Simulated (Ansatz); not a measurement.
## A series of single points on NaI

System: NaI (Fm-3m, 2 atoms in the cell).
Method: DFT PBE, scalar-relativistic, plane waves, PAW, no spin polarisation (Ansatz 0.2.0).

The 5 runs differ only in the geometry, by an even scaling of the cell at fixed fractional positions. The structure derives from an entry of the Crystallography Open Database.

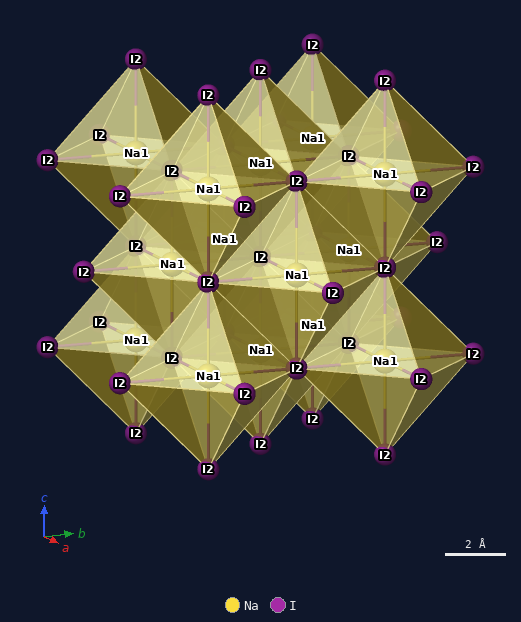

Figure 1. The structure of run 3 (polyhedral view of the cell 4 times as large as that of the calculation, set on its symmetry axes, seen slightly off an axis; polyhedra are completed across the faces of the cell; atoms are numbered from 1 in the order of the input).

### Input of run 3
```yaml
crystal:
  lattice:
    - [0.0, 3.2311240068, 3.2311240068]
    - [3.2311240068, 0.0, 3.2311240068]
    - [3.2311240068, 3.2311240068, 0.0]
  atoms:
    - { symbol: Na, position: [0.0, 0.0, 0.0] }
    - { symbol: I, position: [0.5, 0.5, 0.5] }
basis:
  ecutwfc: 420
kpoints:
  mp_grid: { grid: [6, 6, 6] }
hamiltonian:
  xc: pbe
scf:
  occupations: { method: gaussian, width: 0.02 }
output:
  forces: true
  stress: true
  eigenvalues: true
```

Command:
```bash
ansatz run input.yaml --threads 1 --pin off --max-ram 2560MiB --backend cpu --events-out ev --progress --plain --runs-dir out
```

Run 4 differs from it as follows:
```diff
-    - [0.0, 3.2311240068, 3.2311240068]
-    - [3.2311240068, 0.0, 3.2311240068]
-    - [3.2311240068, 3.2311240068, 0.0]
+    - [0.0, 3.2964168306, 3.2964168306]
+    - [3.2964168306, 0.0, 3.2964168306]
+    - [3.2964168306, 3.2964168306, 0.0]
```

### Results, with one run withheld

```tsv
run	volume per atom (Å³)	free energy per atom, from the lowest run given (meV)	pressure (GPa)	gap on the mesh (eV)
1	30.604	28.81	2.63	3.94
2	32.690	5.15	1.09	3.74
3	33.733	0.00	0.50	3.66
4	35.820	?	?	?
5	38.254	11.95	−1.15	3.35
```

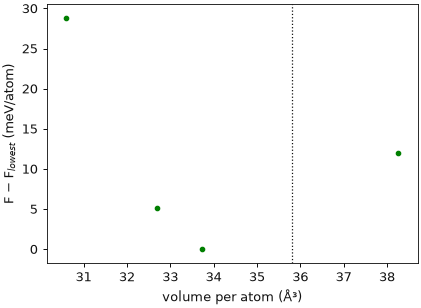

Figure 2. Free energy per atom of the runs given; the dotted line marks run 4.

Estimate the energy of run 4 from the others.

A quadratic polynomial in V^(−2/3) (the Birch–Murnaghan form), fitted to the 4 runs given, misses them by at most 0.07 meV per atom. With x = V^(−2/3) − 0.09597 Å⁻², it reads F = 0.27262 + 1899.9 x + 4.2855e+05 x² (meV per atom). At run 4 it gives −0.56 meV per atom, and the run itself gives −0.27. The slope of the fit gives a pressure −dF/dV of −0.41 GPa there, and the run prints −0.41 GPa. The fit has its minimum at 34.835 Å³ per atom, where V d²F/dV² gives 15.4 GPa: the bulk modulus at this level, since symmetry fixes the shape and the positions. The gap on the mesh goes, without turning, from 3.94 eV in run 1 to 3.35 eV in run 5; run 4 has 3.50 eV. These are gaps of this functional on this mesh, which can miss the band edges; they aren't the measured gap.

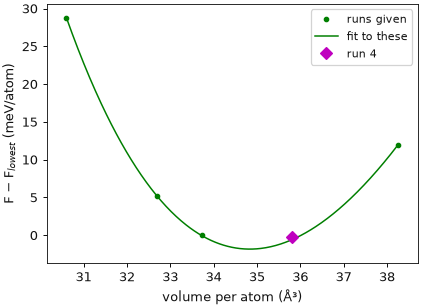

Figure 3. The fit and the withheld run.

### Output, shortened to warnings, some set-up lines, iterations and results (run 4)
```
Basis set: ecut = 420 eV, 1411 PW (Γ), exchange–correlation on 64×64×64 points (8 copies of the dense FFT grid, shifted against one another)
Symmetry: 48 space group operations
k-points: 16 of 216
Initial density: superposition of atomic densities (neutral atoms: chi_scale 0, normalization atom), corrected by the library's trained network
[...]
SCF iter   1: F=—  HF=-9001.882232 eV  |F-HF|=—  |Δ(HF+E_count)|=         —  Δρ=5.00e-4  dr2=3.82e-4  ethr=1.77e-3  ⟨swp⟩=6.4  Hψ=1485  notcnv=0
SCF iter   2: F=—  HF=-9001.882459 eV  |F-HF|=—  |Δ(HF+E_count)|=   2.27e-4  Δρ=7.40e-4  dr2=9.37e-4  ethr=1.47e-6  ⟨swp⟩=3.3  Hψ=726  notcnv=0
SCF iter   3: F=—  HF=-9001.882233 eV  |F-HF|=—  |Δ(HF+E_count)|=   2.26e-4  Δρ=4.45e-4  dr2=3.36e-4  ethr=1.47e-6  ⟨swp⟩=2.0  Hψ=331  notcnv=0
SCF iter   4: F=—  HF=-9001.882150 eV  |F-HF|=—  |Δ(HF+E_count)|=   8.34e-5  Δρ=1.49e-4  dr2=3.57e-5  ethr=1.29e-6  ⟨swp⟩=2.0  Hψ=336  notcnv=0
SCF iter   5: F=—  HF=-9001.882163 eV  |F-HF|=—  |Δ(HF+E_count)|=   1.37e-5  Δρ=1.01e-5  dr2=5.66e-8  ethr=1.37e-7  ⟨swp⟩=3.0  Hψ=416  notcnv=0
SCF iter   6: F=-9001.882163 eV  HF=-9001.882163 eV  |F-HF|=1.28e-8  |Δ(HF+E_count)|=   1.08e-8  Δρ=4.34e-6  dr2=1.31e-8  ethr=2.18e-10  ⟨swp⟩=3.9  Hψ=1283  notcnv=0
SCF 1 converged in 6 iterations: F = -9001.882163 eV  dr2 = 1.31e-8
SCF converged after 6 iterations
Free energy (F): -9001.882163 eV
Harris-Foulkes:  -9001.882163 eV  (|F-HF|=1.28e-8)
Internal energy: -9001.882163 eV  (E = F + TS)
E sigma→0 (E₀):  -9001.882163 eV
Fermi energy:    4.297615 eV
--- Per-component energies (eV) ---
  E_band       = -626.390939
  E_kinetic    = 309.349281
  E_local      = -3420.101240  (includes V_loc(G=0)·N_el)
  E_nonlocal   = 24.864961
  E_hartree    = 1548.138046
  E_xc         = -167.069384
  E_vxc        = -178.720961  (∫ρ·V_xc dr)
  E_paw        = -5080.321642  (= ΣΔE_a)
  E_vpaw       = -458.051610  (= ΣTr[D̂ρ^β])
  E_aug_tail   = -0.000039  (compensation charges beyond the density's cutoff)
  E_ewald      = -2216.742147
  E_smearing   = -0.000000  (= −TS)
  E_closure    = -0.000000  (closes the sum)
  Σ components = -9001.882163   (vs F -9001.882163, Δ=0.00e0)
--- Forces (eV/Å), atoms counted from 1 ---
  atom   1  Na    -0.00000000     0.00000000     0.00000000
  atom   2  I      0.00000000     0.00000000     0.00000000
  max |Σ_I F_I| component: 5.61e-29 eV/Å
--- Stress (GPa, compression-positive) ---
       -0.410666       0.000000       0.000000
        0.000000      -0.410666       0.000000
        0.000000       0.000000      -0.410666
  P = ⅓ Tr σ = -0.4107 GPa (-4.107 kbar)
```
